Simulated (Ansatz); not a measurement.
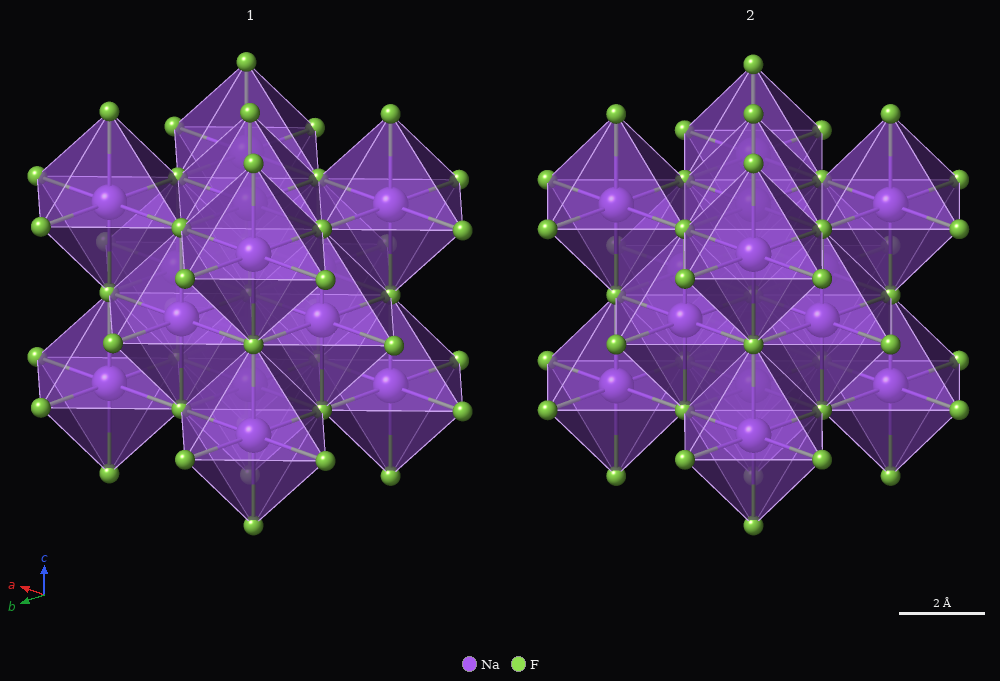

Two geometries of a crystal of NaF (built on the rocksalt type) at its r2SCAN-relaxed geometry: one is the relaxed structure, the other was perturbed away from it. The picture is a polyhedral view of the conventional cell (4 times the calculation's cell), seen from a free direction. Lengths and directions refer to the drawn axes.

Level of theory: Ansatz, DFT, r2SCAN, plane waves, PAW. Set-up: plane-wave cutoff 500 eV; k-point mesh 10 × 10 × 10; occupations fixed; no spin polarisation.

Q: Which one is perturbed?

A: Structure 1 is the perturbed one. The cell is strained by +5.0 % along a and none across it (volume +5.0 %). The atoms were relaxed with r2SCAN under that strain, and this is a single point on that geometry. The energy rises by 9.0 meV per atom. Pressure: 0.0 GPa before, −2.1 GPa after. The principal stresses (compression positive) are −4.3 GPa along a and −1.0 GPa across it. All forces vanish by symmetry. Some distances before and after: F–Na 2.297 → 2.297 to 2.412 Å. The space group (tolerance 0.01 Å) goes from Fm-3m (No. 225) to I4/mmm (No. 139).
